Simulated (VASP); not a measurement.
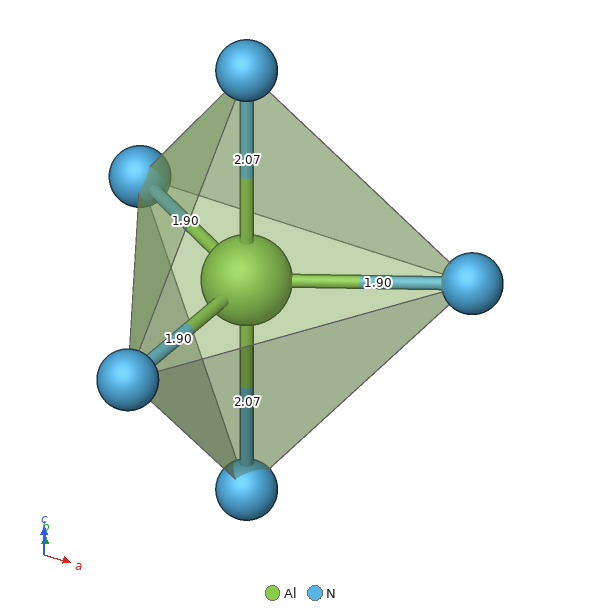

The AlN5 unit about Al in AlN. Origin: the geometry relaxed with VASP Kohn-Sham DFT of a periodic cell, r2SCAN, VASP PAW PBE potentials, recommended in VASP.

AlN, space group P6_3/mmc (No. 194), a = 3.291 Å, b = 3.291 Å, c = 4.131 Å, α = 90.00°, β = 90.00°, γ = 120.00°

| site | Wyckoff | x | y | z |
| --- | --- | --- | --- | --- |
| Al | 2d | 0.6667 | 0.3333 | 0.2500 |
| N | 2c | 0.6667 | 0.3333 | 0.7500 |

**Give the distortion indices.**

It is closest to the trigonal bipyramid.

```
                                     measure    value
                            mean bond length  1.966 Å
         bond-length distortion index (Baur)    0.040
       effective coordination number (Hoppe)     4.72
shape measure against the trigonal bipyramid     0.17
    shape measure against the square pyramid     5.57
         centre off the ligands' centroid by   0.00 Å
                           polyhedral volume  6.46 Å³
                                          τ5     1.00
```
